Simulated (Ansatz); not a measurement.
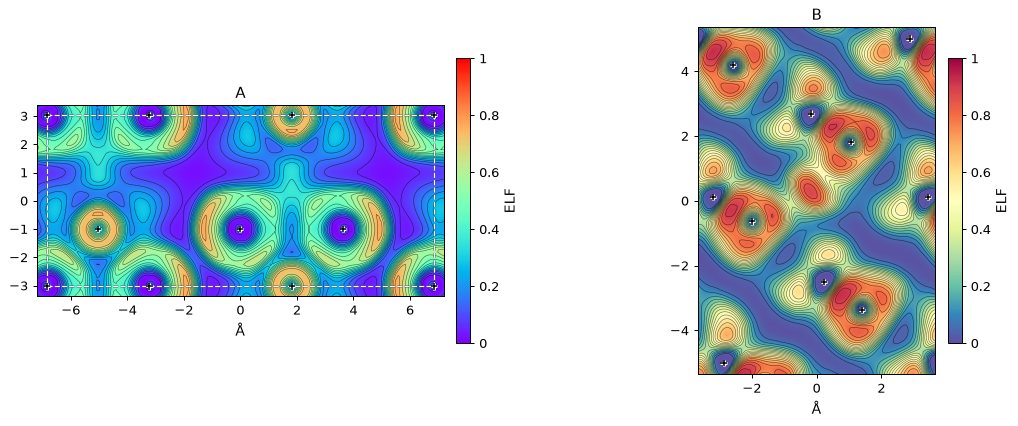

The ELF of 2 systems, each on a plane through atoms (crosses mark nuclei in the plane).

Theory: DFT PBE+D3(BJ), scalar-relativistic, plane waves, PAW in Ansatz 0.2.0.

System 1: Te₂Mo, the (110) plane of the conventional cell. Space group P6₃/mmc; computed without spin polarisation.

```
Te Mo
1.0
     3.49640    0.00000    0.00000
    -1.74820    3.02797    0.00000
     0.00000    0.00000   13.70084
Te Mo
4 2
Direct
  0.33333 0.66667 0.61734
  0.66667 0.33333 0.11734
  0.33333 0.66667 0.88266
  0.66667 0.33333 0.38266
  0.33333 0.66667 0.25000
  0.66667 0.33333 0.75000
```

System 2: B₁₃N₁₂ (cell with a defect), the (011) plane of the calculation cell. Spin-polarised.

```xyz
25
Lattice="-3.7615 3.3395 4.3377 3.7615 3.3395 -4.3377 -3.7615 -3.3395 -4.3377" Properties=species:S:1:pos:R:3 pbc="T T T"
B    -3.7363   -0.0837   -2.1052
B     1.2873    3.2130   -4.3084
B    -1.2364    3.2164   -4.3087
B     0.0253    3.2872   -2.1648
B    -2.4984    3.4044    2.2035
B    -2.4274    0.0947   -4.3644
B    -2.4818    3.2212   -2.1674
B    -1.2128    0.0640   -2.1343
B    -1.2831    3.4355   -0.0265
B    -3.7380   -3.0019   -4.2542
B    -3.7362    3.3153    0.0053
B    -1.2290   -0.1219   -6.5056
N     0.0254    3.1873   -3.5964
N    -2.4794    0.0045   -5.7795
N    -1.2312    3.3466   -1.4417
N    -3.7356    0.0812   -3.6170
N    -2.4642    3.1470   -3.5925
N    -2.4706   -0.0045   -1.4170
N    -2.4853    3.3571    0.7371
N     2.5152    3.1384   -3.5929
N    -5.0019   -0.0021   -1.4171
N    -3.7363    3.2327   -1.4282
N     0.0252    0.1605   -1.4327
N    -1.2254    0.0178   -3.6006
B    -3.7396   -1.4200   -3.5483
```

**Which map belongs to which system?**

Panel A is system 1, Te₂Mo: the plane holds Te and Mo. Te–Mo (2.72 Å): the ELF is about 0.55 at the midpoint. Panel B is system 2, B₁₃N₁₂: the plane holds B and N. B–N (1.43 Å): the ELF peaks at about 0.90 between the atoms, as expected for a shared but strongly polarised pair.
